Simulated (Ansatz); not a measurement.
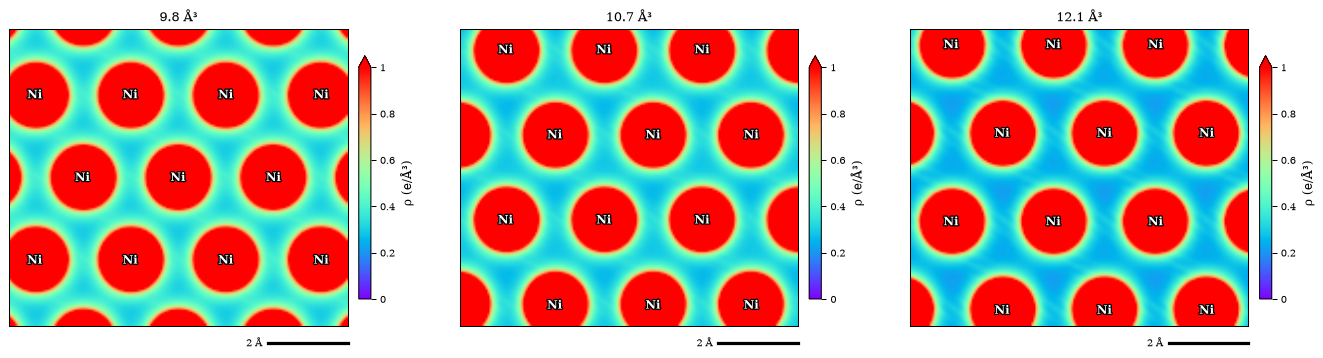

Ni. The valence electron density of cells scaled evenly to different volumes (given per atom above each panel), on the (001) plane of each (indices in the axes of the cell below), at one length scale and on one colour scale.

A generated structure, not necessarily the stable one; spin-polarised.

Computed with Ansatz 0.2.0, DFT, revPBE, plane waves (420 eV) with PAW, scalar-relativistic.

In a PAW calculation such maps are meaningful between the atoms, not at the nuclei.

The largest cell:

```
Ni
1.0
     2.60308    0.00000    0.00000
    -1.30154    2.25434    0.00000
     0.00000    0.00000    4.26304
Ni
2
Direct
  0.33333 0.66667 0.25000
  0.66667 0.33333 0.75000
```

| volume (Å³/atom) | Ni–Ni contact in the plane (Å) | ρ at its midpoint (e/Å³) | pressure (GPa) | largest moment (μB) | 
| --- | --- | --- | --- | --- |
| 9.83 | 2.402 | 0.390 | 31.4 | 0.63 | 
| 10.72 | 2.473 | 0.344 | 8.0 | 0.68 | 
| 11.17 | 2.507 | ? | ? | ? | 
| 12.06 | 2.572 | 0.292 | −11.6 | 0.75 | 
| 12.51 | 2.603 | 0.265 | −15.6 | 0.76 | 

Question: Estimate the missing row, and compare with the calculation.

Answer: Over the known rows ln ρ falls by 1.85 per Å of Ni–Ni distance (a least-squares line), which gives 0.322 e/Å³ at 2.507 Å; the calculation gives 0.325 e/Å³. For the pressure, a straight line in volume between the neighbouring rows gives 1.4 GPa; the calculation gives −0.1, lower because pressure rises ever faster on compression. For the largest moment, a straight line in volume between the neighbouring rows gives 0.70 μB; the calculation gives 0.71.
